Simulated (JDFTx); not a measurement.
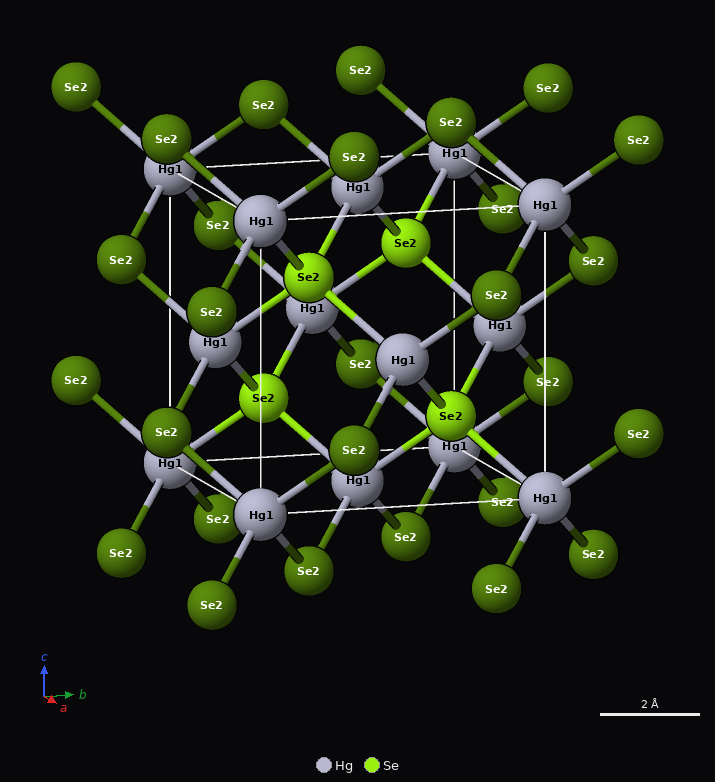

*The structure (ball-and-stick view of the cell 4 times as large as that of the calculation, set on its symmetry axes, seen slightly off an axis; neighbours outside the cell are drawn fainter; atoms are numbered from 1 in the order of the input).*

Near neighbours in the crystal (not all of them lie inside the picture): Hg has 4 Se at 2.63 Å; Se has 4 Hg at 2.63 Å.

# Band-structure run, with input and output: HgSe

The run: band-structure run of HgSe (F-43m, 2 atoms in the cell). Method and program: Kohn-Sham DFT of a periodic cell, r2SCAN, SG15-PBE-1.2, no spin polarisation (JDFTx 1.7.0 (patched build)).

The structure derives from an entry of the Crystallography Open Database.

### The input
```
include HgSe.lattice
coords-type Lattice
include HgSe.ionpos

ion-species pseudo/Hg.upf
ion-species pseudo/Se.upf
elec-cutoff 40 320
elec-ex-corr mgga-x-r2scan mgga-c-r2scan
elec-smearing Fermi 0.0018374661
elec-n-bands 19
electronic-minimize nIterations 30 energyDiffThreshold 1e-06
davidson-band-ratio 1.3
forces-output-coords Cartesian
include path.kpoints
symmetries none
fix-electron-density run.$VAR

dump-name bands.$VAR
dump End Ecomponents EigStats BandEigs Kpoints Forces
```

### File HgSe.lattice
```
lattice \
    0.0000000000     5.7428776927     5.7428776927 \
    5.7428776927     0.0000000000     5.7428776927 \
    5.7428776927     5.7428776927     0.0000000000
```

### File HgSe.ionpos
```
ion Hg     0.0000000000     0.0000000000     0.0000000000 1
ion Se     0.7500000000     0.7500000000     0.7500000000 1
```

### File path.kpoints
```
kpoint +0.0000000000 +0.0000000000 +0.0000000000 0.020000000000
kpoint +0.0714285714 +0.0000000000 +0.0714285714 0.020000000000
kpoint +0.1428571429 +0.0000000000 +0.1428571429 0.020000000000
kpoint +0.2142857143 +0.0000000000 +0.2142857143 0.020000000000
kpoint +0.2857142857 +0.0000000000 +0.2857142857 0.020000000000
kpoint +0.3571428571 +0.0000000000 +0.3571428571 0.020000000000
kpoint +0.4285714286 +0.0000000000 +0.4285714286 0.020000000000
kpoint +0.5000000000 +0.0000000000 +0.5000000000 0.020000000000
kpoint +0.5000000000 +0.0833333333 +0.5833333333 0.020000000000
kpoint +0.5000000000 +0.1666666667 +0.6666666667 0.020000000000
kpoint +0.5000000000 +0.2500000000 +0.7500000000 0.020000000000
kpoint +0.4375000000 +0.3125000000 +0.7500000000 0.020000000000
kpoint +0.3750000000 +0.3750000000 +0.7500000000 0.020000000000
kpoint +0.3281250000 +0.3281250000 +0.6562500000 0.020000000000
kpoint +0.2812500000 +0.2812500000 +0.5625000000 0.020000000000
kpoint +0.2343750000 +0.2343750000 +0.4687500000 0.020000000000
kpoint +0.1875000000 +0.1875000000 +0.3750000000 0.020000000000
kpoint +0.1406250000 +0.1406250000 +0.2812500000 0.020000000000
kpoint +0.0937500000 +0.0937500000 +0.1875000000 0.020000000000
kpoint +0.0468750000 +0.0468750000 +0.0937500000 0.020000000000
kpoint +0.0000000000 +0.0000000000 +0.0000000000 0.020000000000
kpoint +0.0833333333 +0.0833333333 +0.0833333333 0.020000000000
kpoint +0.1666666667 +0.1666666667 +0.1666666667 0.020000000000
kpoint +0.2500000000 +0.2500000000 +0.2500000000 0.020000000000
kpoint +0.3333333333 +0.3333333333 +0.3333333333 0.020000000000
kpoint +0.4166666667 +0.4166666667 +0.4166666667 0.020000000000
kpoint +0.5000000000 +0.5000000000 +0.5000000000 0.020000000000
kpoint +0.5250000000 +0.4500000000 +0.5250000000 0.020000000000
kpoint +0.5500000000 +0.4000000000 +0.5500000000 0.020000000000
kpoint +0.5750000000 +0.3500000000 +0.5750000000 0.020000000000
kpoint +0.6000000000 +0.3000000000 +0.6000000000 0.020000000000
kpoint +0.6250000000 +0.2500000000 +0.6250000000 0.020000000000
kpoint +0.5625000000 +0.2500000000 +0.6875000000 0.020000000000
kpoint +0.5000000000 +0.2500000000 +0.7500000000 0.020000000000
kpoint +0.5000000000 +0.2916666667 +0.7083333333 0.020000000000
kpoint +0.5000000000 +0.3333333333 +0.6666666667 0.020000000000
kpoint +0.5000000000 +0.3750000000 +0.6250000000 0.020000000000
kpoint +0.5000000000 +0.4166666667 +0.5833333333 0.020000000000
kpoint +0.5000000000 +0.4583333333 +0.5416666667 0.020000000000
kpoint +0.5000000000 +0.5000000000 +0.5000000000 0.020000000000
kpoint +0.4791666667 +0.4791666667 +0.5416666667 0.020000000000
kpoint +0.4583333333 +0.4583333333 +0.5833333333 0.020000000000
kpoint +0.4375000000 +0.4375000000 +0.6250000000 0.020000000000
kpoint +0.4166666667 +0.4166666667 +0.6666666667 0.020000000000
kpoint +0.3958333333 +0.3958333333 +0.7083333333 0.020000000000
kpoint +0.3750000000 +0.3750000000 +0.7500000000 0.020000000000
kpoint +0.6250000000 +0.2500000000 +0.6250000000 0.020000000000
kpoint +0.5833333333 +0.1666666667 +0.5833333333 0.020000000000
kpoint +0.5416666667 +0.0833333333 +0.5416666667 0.020000000000
kpoint +0.5000000000 +0.0000000000 +0.5000000000 0.020000000000
```

Hardware: 1 thread of Arm Neoverse V1, 24 GiB of memory available, shared host.

Command:
```bash
jdftx -c 1 -i bands.in -o bands.out
```

### What the program printed
```
*************** JDFTx 1.7.0 (patched build) ***************

Input parsed successfully to the following command list (including defaults):
[... the input with its defaults ...]

---------- Initializing the Grid ----------
R =
[            0      5.74288      5.74288  ]
[      5.74288            0      5.74288  ]
[      5.74288      5.74288            0  ]
unit cell volume = 378.808
G =
[  -0.547042   0.547042   0.547042  ]
[   0.547042  -0.547042   0.547042  ]
[   0.547042   0.547042  -0.547042  ]
Minimum fftbox size, Smin = [  68  68  68  ]
Chosen fftbox size, S = [  70  70  70  ]

---------- Initializing tighter grid for wavefunction operations ----------
R =
[            0      5.74288      5.74288  ]
[      5.74288            0      5.74288  ]
[      5.74288      5.74288            0  ]
unit cell volume = 378.808
G =
[  -0.547042   0.547042   0.547042  ]
[   0.547042  -0.547042   0.547042  ]
[   0.547042   0.547042  -0.547042  ]
Minimum fftbox size, Smin = [  48  48  48  ]
Chosen fftbox size, S = [  48  48  48  ]

---------- Exchange Correlation functional ----------
Initialized LibXC exchange functional 'Re-regularized SCAN exchange by Furness et al'
Initialized LibXC correlation functional 'Re-regularized SCAN correlation by Furness et al'

---------- Setting up pseudopotentials ----------
Width of ionic core gaussian charges (only for fluid interactions / plotting) set to 0

Reading pseudopotential file 'pseudo/Hg.upf':
  'Hg' pseudopotential, 'PBE' functional
  Generated using ONCVPSP code by D. R. Hamann
  20 valence electrons, 0 orbitals, 8 projectors, 602 radial grid points, with lMax = 3
  Core radius for overlap checks: 2.90 bohrs.

Reading pseudopotential file 'pseudo/Se.upf':
  'Se' pseudopotential, 'PBE' functional
  Generated using ONCVPSP code by D. R. Hamann
  6 valence electrons, 0 orbitals, 6 projectors, 602 radial grid points, with lMax = 2
  Core radius for overlap checks: 2.56 bohrs.

Initialized 2 species with 2 total atoms.

Folded 50 k-points by 1x1x1 to 50 k-points.

---------- Setting up k-points, bands, fillings ----------
No reducable k-points.
Computing the number of bands and number of electrons
Calculating initial fillings.
nElectrons:  26.000000   nBands: 19   nStates: 50

----- Setting up reduced wavefunction bases (one per k-point) -----
average nbasis = 4578.420 , ideal nbasis = 4577.229

---------- Setting up ewald sum ----------
Optimum gaussian width for ewald sums = 2.608316 bohr.
Real space sum over 1331 unit cells with max indices [  5  5  5  ]
Reciprocal space sum over 2197 terms with max indices [  6  6  6  ]

---------- Allocating electronic variables ----------
Reading n from file 'run.n' ... done
Reading tau from file 'run.tau' ... done
Initializing wave functions:  (No orbitals for LCAO)  bandwidth-limited random numbers

----------- Band structure minimization -------------
Minimization will be done independently for each quantum number.

---- Minimization of quantum number:     0  [ +0.0000000 +0.0000000 +0.0000000 ]  0.040000000 ----
BandDavidson: Iter:   0  Eband: +0.375859303263301
BandDavidson: Iter:   1  Eband: -0.024403163724465  dEband: -4.002625e-01
BandDavidson: Iter:   2  Eband: -0.204165657117677  dEband: -1.797625e-01
BandDavidson: Iter:   3  Eband: -0.251201493843331  dEband: -4.703584e-02
[... 740 lines of inner loops ...]
BandDavidson: Iter:  10  Eband: -0.258509391952095  dEband: -1.532818e-06
BandDavidson: Iter:  11  Eband: -0.258509950748512  dEband: -5.587964e-07
BandDavidson: Converged (dEband<1.000000e-06)
	FillingsUpdate:  mu: +0.285429152  nElectrons: 26.000000
WARNING: these k-points are no uniform mesh, so that mu and the fillings of partly filled bands are only those of these points: take mu from the calculation that made the density or potential.

Dumping 'bands.eigStats' ...
	eMin: -4.044061 at state 44 ( [ +0.395833 +0.395833 -0.291667 ] spin 0 )
	HOMO: +0.283589 at state 20 ( [ +0.000000 +0.000000 +0.000000 ] spin 0 )
	mu  : +0.285429
	LUMO: +0.298704 at state 19 ( [ +0.046875 +0.046875 +0.093750 ] spin 0 )
	eMax: +0.760092 at state 9 ( [ +0.500000 +0.166667 -0.333333 ] spin 0 )
	HOMO-LUMO gap: +0.015116
	Optical gap  : +0.016348 at state 19 ( [ +0.046875 +0.046875 +0.093750 ] spin 0 )
Done!
```

### Key numbers

- outcome: converged
- space group (tolerance 0.01 Å): F-43m (216)
- electrons treated: 26
- Fermi energy: 7.751 eV
- gap on the band path: 0.00 eV
- wall time: 4.1 min
- peak memory: 0.16 GiB

The settings depart from the standard set-up of this series, which can bear on the numbers. Points of doubt noted for this run: coarse mesh; metagga forces on grid. Spin–orbit coupling is left out, which matters for Hg.
